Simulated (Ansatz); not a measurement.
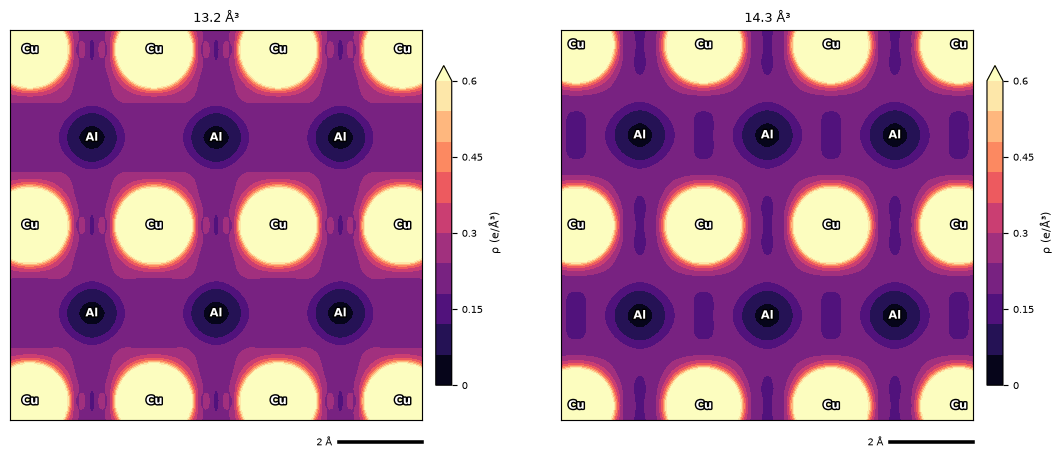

AlCu. The valence pseudo-density of cells scaled evenly to different volumes (given per atom above each panel), on the (11̄0) plane of each (indices in the axes of the cell below), at one length scale and on one colour scale.

A structure from a database of computed crystals, not necessarily the ambient phase.

Theory: Ansatz, Kohn-Sham DFT of a periodic cell, PBE0, Ansatz PAW.

The density is the valence pseudo-density of a PAW calculation; it isn't the true density close to the nuclei.

The largest cell:

```xyz
2
Lattice="3.0563 0.0000 0.0000 0.0000 3.0563 0.0000 0.0000 0.0000 3.0563" Properties=species:S:1:pos:R:3 pbc="T T T"
Cu    1.5281    1.5281    1.5281
Al    0.0000    0.0000    0.0000
```

| volume (Å³/atom) | Al–Cu contact in the plane (Å) | ρ at its midpoint (e/Å³) | pressure (GPa) | 
| --- | --- | --- | --- |
| 13.20 | 2.578 | 0.259 | 0.3 | 
| 13.74 | 2.613 | ? | ? | 
| 14.27 | 2.647 | 0.234 | −7.5 | 

### What values belong in the row with question marks?

Over the known rows ln ρ falls by 1.47 per Å of Al–Cu distance (the line through the two), which gives 0.246 e/Å³ at 2.613 Å; the calculation gives 0.246 e/Å³. For the pressure, a straight line in volume between the neighbouring rows gives −3.6 GPa; the calculation gives −4.5, lower because pressure rises ever faster on compression.
